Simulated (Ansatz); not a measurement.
**Ni: geometry relaxation (part 2 of 2)**

Continued. System: Ni (1 atom in the cell). Method: DFT, PBE, PAW with Ansatz's default frozen-core files, scalar-relativistic, spin-polarised (Ansatz 0.2.0); cutoff 420 eV, 16×16×16 k-mesh, Fermi–Dirac smearing of 0.05 eV, collinear spins. The structure was built on a prototype by a generator; it need not be a known phase. It belongs to a series of runs on one base structure; here: cell and atoms relaxed from a first guess.

Geometry of the input (Å; fractional positions):
```
2.2323  0.0000  0.0000
0.0000  2.2323  0.0000
0.0000  0.0000  2.2323
Ni 0.0000  0.0000  0.0000
```

Log, continued:
```
SCF iter   1: F=—  HF=-5839.020258 eV  |F-HF|=—  |Δ(HF+E_count)|=         —  Δρ=4.77e-6 (↑3.28e-6 ↓4.77e-6)  dr2=4.94e-9  dr2_m=9.34e-11  M=0.561 μB ∫|m|=0.595 μB  β_m=0.65  ethr=1.22e-7  ⟨swp⟩=3.2  Hψ=36343  notcnv=0
eigensolver tolerance schedule: the retry pair's looser diagonalisation over-reported the residual by 4449.96 of it (diagonalisation noise at 0.21 of the residual, at the tolerance the schedule requests for it); recorded, not acted on — ethr = c·dr2/N_el stays at c = 1.0e-1
preconditioner: auto → none  [metal: Δε(μ)=0.017 eV  Ē_g=15.509 eV  σ=0.050 eV  W_gap=0.09  n_scr=0 (ndim 8)  ℏωp=33.0 eV  f_vac=0.000  D(μ)=1.90/eV (n_scr^D=26)]
SCF iter   2: F=—  HF=-5839.020258 eV  |F-HF|=—  |Δ(HF+E_count)|=   6.34e-7  Δρ=4.26e-6 (↑3.61e-6 ↓4.26e-6)  dr2=4.18e-9  dr2_m=1.50e-11  M=0.561 μB ∫|m|=0.595 μB  β_m=0.38  ethr=2.75e-11  ⟨swp⟩=2.7  Hψ=8663  notcnv=0
SCF iter   3: F=—  HF=-5839.020258 eV  |F-HF|=—  |Δ(HF+E_count)|=  9.97e-10  Δρ=1.59e-6 (↑1.59e-6 ↓1.28e-6)  dr2=5.43e-10  dr2_m=5.28e-12  M=0.561 μB ∫|m|=0.595 μB  β_m=0.39  ethr=2.32e-11  ⟨swp⟩=2.2  Hψ=6426  notcnv=0
SCF iter   4: F=—  HF=-5839.020258 eV  |F-HF|=—  |Δ(HF+E_count)|=  1.33e-10  Δρ=7.59e-7 (↑7.24e-7 ↓7.59e-7)  dr2=6.94e-12  dr2_m=5.73e-11  M=0.561 μB ∫|m|=0.595 μB  β_m=0.69  ethr=3.02e-12  ⟨swp⟩=1.0  Hψ=4649  notcnv=0
SCF iter   5: F=—  HF=-5839.020258 eV  |F-HF|=—  |Δ(HF+E_count)|=  2.59e-10  Δρ=1.29e-6 (↑3.70e-7 ↓1.29e-6)  dr2=7.59e-11  dr2_m=7.63e-11  M=0.561 μB ∫|m|=0.595 μB  β_m=0.69  ethr=1.00e-12  ⟨swp⟩=1.0  Hψ=4634  notcnv=0
SCF iter   6: F=—  HF=-5839.020258 eV  |F-HF|=—  |Δ(HF+E_count)|=  2.76e-10  Δρ=1.18e-6 (↑4.65e-7 ↓1.18e-6)  dr2=4.15e-11  dr2_m=7.59e-11  M=0.561 μB ∫|m|=0.595 μB  β_m=0.85  ethr=1.00e-12  ⟨swp⟩=1.8  Hψ=5408  notcnv=0
SCF iter   7: F=—  HF=-5839.020258 eV  |F-HF|=—  |Δ(HF+E_count)|=  9.37e-11  Δρ=7.13e-7 (↑4.15e-7 ↓7.13e-7)  dr2=6.21e-12  dr2_m=3.49e-11  M=0.561 μB ∫|m|=0.595 μB  β_m=0.92  ethr=1.00e-12  ⟨swp⟩=1.7  Hψ=5314  notcnv=0
SCF iter   8: F=—  HF=-5839.020258 eV  |F-HF|=—  |Δ(HF+E_count)|=  3.64e-12  Δρ=2.11e-8 (↑2.08e-8 ↓2.11e-8)  dr2=5.12e-14  dr2_m=3.48e-15  M=0.561 μB ∫|m|=0.595 μB  β_m=0.96  ethr=1.00e-12  ⟨swp⟩=1.0  Hψ=4650  notcnv=0
SCF iter   9: F=-5839.020258 eV  HF=-5839.020258 eV  |F-HF|=9.09e-13  |Δ(HF+E_count)|=  9.09e-13  Δρ=6.96e-8 (↑2.24e-8 ↓6.96e-8)  dr2=6.32e-13  dr2_m=7.46e-14  M=0.561 μB ∫|m|=0.595 μB  ethr=1.00e-12  ⟨swp⟩=3.2  Hψ=16678  notcnv=0
SCF 8 converged in 9 iterations: F = -5839.020258 eV  dr2 = 6.32e-13
relax step   8: F+E_penalty+E_count = -5839.02025837 eV  Δ(F+E_penalty+E_count) = -7.751e-6 eV  max|allowed force component| = 0.000e0 eV/Å  Δτ_max = 0.0000 Å  P = +0.004 GPa  Ω = 12.637 Å³  stress off target by 3.97e-3 GPa  SCF on the basis re-selected at this cell (its energy is not comparable with the rows above)  (9 SCF iters)
```

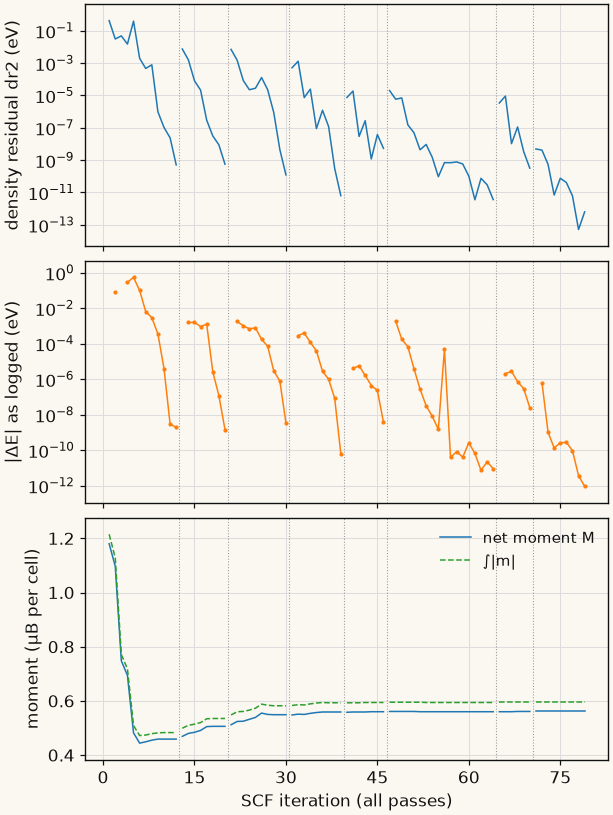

*Convergence of the self-consistent field: density residual dr2, size of the energy change and magnetic moment against the SCF iteration. The dotted lines part the SCF passes of the relaxation: geometry steps, rejected trials and re-solves on a re-selected basis.*

The 8 passes take 6 to 18 iterations each, 79 in all. The net moment goes from 1.2 to 0.6 μB per cell.

```
basis re-selected at this cell: Δ(F+E_penalty+E_count) = -7.751e-6 eV, ΔP = -0.002 GPa vs the last step (what re-selecting the basis moved, of the pressure what is left beyond the Pulay correction that the steps carried, after the strain that the cell walked since its last selection, with what the two solves' SCF thresholds leave and, on support functions, any second-order correction that the steps lacked; it is no measure of the basis error at this ecutwfc). This SCF's stress stands 3.97e-3 GPa from its target on what of the cell is left free (relax.cell.stress_tol is 5.00e-2 GPa) and its largest allowed force component is 0.00e0 eV/Å (relax.f_tol is 5.00e-3 eV/Å): within both
SCF converged after 9 iterations
Magnetization: 0.5612 μB (9.2806 up, 8.7194 down)
Absolute magnetization: 0.5957 μB (∫|ρ↑−ρ↓|, with the PAW one-centre terms)
Spin contamination: 0.0031 ħ² per cell (⟨S²⟩ above its minimum at these occupations)
Per-site moments (μB) at R_I (Å): [(0.5757936592108435, 0.9608221992586993)]
Free energy (F): -5839.020258 eV
Harris-Foulkes:  -5839.020258 eV  (|F-HF|=9.09e-13)
Internal energy: -5839.004385 eV  (E = F + TS)
E sigma→0 (E₀):  -5839.012322 eV
Entropy (-TS):   -0.015874 eV (-15.874 meV/atom)
Fermi energy:    14.992786 eV
--- Per-component energies (eV) ---
  E_band       = -336.662355
  E_kinetic    = 282.282474
  E_local      = -3785.269481  (includes V_loc(G=0)·N_el)
  E_nonlocal   = 638.957373
  E_hartree    = 1582.827498
  E_xc         = -83.776132
  E_vxc        = -107.954519  (∫ρ·V_xc dr)
  E_paw        = -1632.494317  (= ΣΔE_a)
  E_vpaw       = -530.333852  (= ΣTr[D̂ρ^β])
  E_aug_tail   = 0.000589  (compensation charges beyond the density's cutoff)
  E_ewald      = -2841.532390
  E_smearing   = -0.015874  (= −TS)
  E_closure    = -0.000000  (closes the sum)
  Σ components = -5839.020258   (vs F -5839.020258, Δ=0.00e0)
--- Forces (eV/Å), atoms counted from 1 ---
  atom   1  Ni     0.00000000     0.00000000    -0.00000000
  max |Σ_I F_I| component: 1.54e-32 eV/Å
--- Stress (GPa, compression-positive) ---
        0.003973      -0.000000       0.000000
       -0.000000       0.003973      -0.000000
        0.000000      -0.000000       0.003973
  P = ⅓ Tr σ = 0.0040 GPa (0.040 kbar)
--- Band table (eV; the first three rows and the last of 330) ---
  k-point 0 ↑: bands = ["-88.3655", "-48.6303", "-48.6303", "-48.6303", "6.9379", "11.3821", "11.3821", "14.5960", "14.5960", "14.5960", "34.2990", "34.2990", "34.2990", "37.9106"]
  k-point 1 ↑: bands = ["-88.3645", "-48.6393", "-48.6296", "-48.6296", "7.0533", "11.3977", "11.4335", "14.5534", "14.5534", "14.5994", "32.7163", "34.4537", "34.4537", "37.9405"]
  k-point 2 ↑: bands = ["-88.3616", "-48.6649", "-48.6275", "-48.6275", "7.3937", "11.4425", "11.5839", "14.4337", "14.4337", "14.6091", "30.1149", "34.9098", "34.9098", "38.0306"]
  k-point 164 ↓: bands = ["-87.5877", "-48.1353", "-48.1353", "-48.1353", "12.2235", "12.2235", "12.2235", "16.0064", "16.0064", "26.7371", "26.7371", "26.7371", "28.6745", "32.0174"]
--- Relaxed structure (6 steps of the walk, 6 accepted, 2 SCFs on fresh bases) ---
  F+E_penalty+E_count = -5839.02025837 eV   max|allowed force component| = 0.000e0 eV/Å   (the final SCF, on the basis selected at the relaxed cell)
  cell:  # Å, volume = 12.6374 Å³
    - [2.3292659375968467, -2.295066517061456e-33, -6.419766481290786e-34]
    - [-1.781485198558193e-33, 2.3292659375968467, 1.925929944387236e-34]
    - [-3.851859888774472e-34, 1.925929944387236e-34, 2.3292659375968467]
  atoms:
    - { symbol: Ni, position: [0.0, 0.0, 0.0] }
```

File v_z.tsv:
```
# z_ang	v_es[eV]	v_tot_up[eV]	v_tot_dn[eV]
# format = ansatz-planar-average/11
# xc	pbe
# density_cutoff_ev	1680
# datasets	Ni=:simpson_from_first_knot:soft
# lattice	2.329265938	-0.000000000	-0.000000000
# lattice	-0.000000000	2.329265938	0.000000000
# lattice	-0.000000000	0.000000000	2.329265938
# sites	1
# site	28	0.000000000	0.000000000	0.000000000
0.000000	-5.381204e0	-1.990709e1	-1.986880e1
0.145579	-4.366434e0	-1.868641e1	-1.863501e1
0.291158	-1.500121e0	-1.522099e1	-1.514095e1
0.436737	2.747888e0	-1.007403e1	-9.977191e0
0.582316	7.589321e0	-4.124033e0	-4.042132e0
0.727896	1.199367e1	1.399780e0	1.432219e0
0.873475	1.499998e1	5.273953e0	5.232760e0
1.019054	1.638718e1	7.045658e0	6.902638e0
1.164633	1.675616e1	7.447928e0	7.243460e0
1.310212	1.638718e1	7.045658e0	6.902638e0
1.455791	1.499998e1	5.273953e0	5.232760e0
1.601370	1.199367e1	1.399780e0	1.432219e0
1.746949	7.589321e0	-4.124033e0	-4.042132e0
1.892529	2.747888e0	-1.007403e1	-9.977191e0
2.038108	-1.500121e0	-1.522099e1	-1.514095e1
2.183687	-4.366434e0	-1.868641e1	-1.863501e1
```

Trajectory as extended XYZ (Å, eV, eV/Å), 8 frames, from step=1 to step=8:
```
1
Lattice="2.2323 0.0000 0.0000 0.0000 2.2323 0.0000 0.0000 0.0000 2.2323" Properties=species:S:1:pos:R:3:forces:R:3 step=1 energy=-5838.91727 pressure_GPa=24.66
Ni    0.0000    0.0000    0.0000    0.0000   0.0000   0.0000
1
Lattice="2.2755 0.0000 0.0000 0.0000 2.2755 0.0000 0.0000 0.0000 2.2755" Properties=species:S:1:pos:R:3:forces:R:3 step=2 energy=-5838.99058 pressure_GPa=11.81
Ni    0.0000    0.0000    0.0000    0.0000   0.0000   0.0000
1
Lattice="2.3183 0.0000 0.0000 0.0000 2.3183 0.0000 0.0000 0.0000 2.3183" Properties=species:S:1:pos:R:3:forces:R:3 step=3 energy=-5839.01842 pressure_GPa=1.99
Ni    0.0000    0.0000    0.0000    0.0000   0.0000   0.0000
1
Lattice="2.3274 0.0000 0.0000 0.0000 2.3274 0.0000 0.0000 0.0000 2.3274" Properties=species:S:1:pos:R:3:forces:R:3 step=4 energy=-5839.01936 pressure_GPa=0.21
Ni    0.0000    0.0000    0.0000    0.0000   0.0000   0.0000
1
Lattice="2.3285 0.0000 0.0000 0.0000 2.3285 0.0000 0.0000 0.0000 2.3285" Properties=species:S:1:pos:R:3:forces:R:3 step=5 energy=-5839.01936 pressure_GPa=0.01
Ni    0.0000    0.0000    0.0000    0.0000   0.0000   0.0000
1
Lattice="2.3285 0.0000 0.0000 0.0000 2.3285 0.0000 0.0000 0.0000 2.3285" Properties=species:S:1:pos:R:3:forces:R:3 step=6 energy=-5839.02025 pressure_GPa=0.15
Ni    0.0000    0.0000    0.0000    0.0000   0.0000   0.0000
1
Lattice="2.3293 0.0000 0.0000 0.0000 2.3293 0.0000 0.0000 0.0000 2.3293" Properties=species:S:1:pos:R:3:forces:R:3 step=7 energy=-5839.02025 pressure_GPa=0.01
Ni    0.0000    0.0000    0.0000    0.0000   0.0000   0.0000
1
Lattice="2.3293 0.0000 0.0000 0.0000 2.3293 0.0000 0.0000 0.0000 2.3293" Properties=species:S:1:pos:R:3:forces:R:3 step=8 energy=-5839.02026 pressure_GPa=0.00
Ni    0.0000    0.0000    0.0000    0.0000   0.0000   0.0000
```

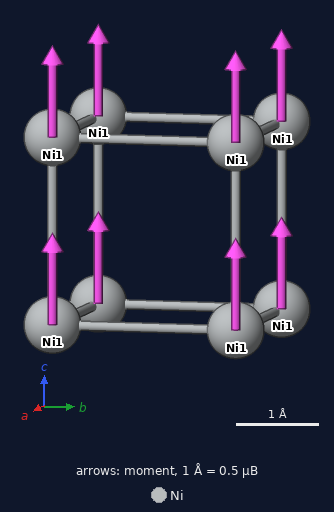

*Magnetic moments of the sites as pink arrows (ball-and-stick view of the cell of the calculation, seen slightly off an axis; atoms are numbered from 1 in the order of the input); small moments hardly show. The run is collinear, so the axis drawn is arbitrary.*

Site moments: Ni1 (0.58 μB). They are counted near the atoms and needn't add up to the moment of the cell.

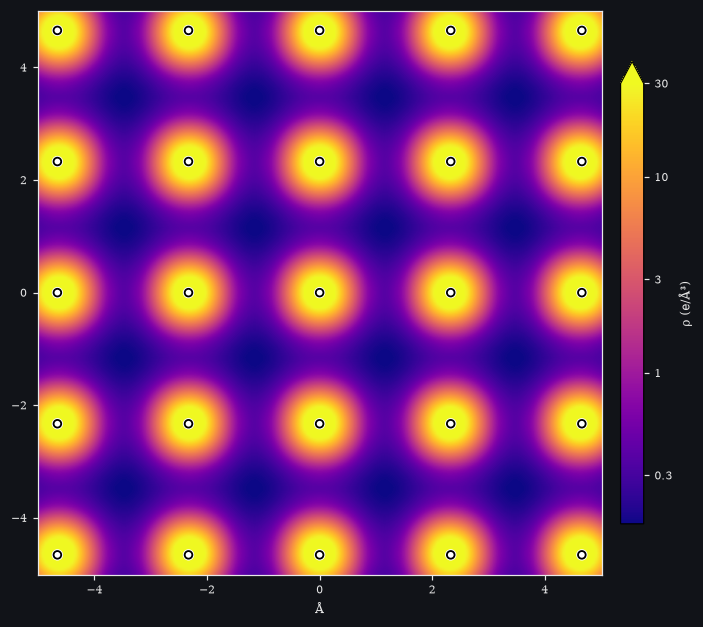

*Valence electron density on the (001) plane of the conventional cell. Circles mark the nuclei in the plane (Ni).*

The section cuts through Ni sites. Ni–Ni (2.33 Å): ρ is about 0.38 e/Å³ halfway. Away from the nuclei the density in this plane falls to 0.17 e/Å³ at its lowest. The fields are those of the smooth PAW valence density.

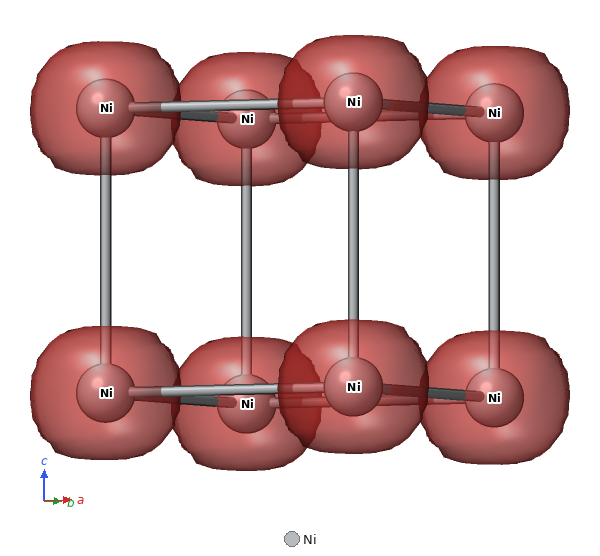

*Isosurface of the spin density at +0.15 e/Å³ (red), seen at an oblique angle. Sticks mark near contacts. The outline is the cell set on symmetry axes.*

The cell of the calculation (1 atoms) carries 0.6 μB net.

Key numbers:

```tsv
quantity	value
outcome	converged
space group (tolerance 0.01 Å)	Pm-3m (221)
electrons treated	18
free energy	−5839.0203 eV
Fermi energy	14.993 eV
net moment of the cell	0.56 μB
integrated absolute moment	0.60 μB
pressure	0.00 GPa
final volume	12.64 Å³
largest force (length of the vector) at the end	under 0.001 eV/Å
final cell	a = 2.329 Å, b = 2.329 Å, c = 2.329 Å, α = 90.00°, β = 90.00°, γ = 90.00°
wall time	30 s
peak memory	0.45 GiB
```
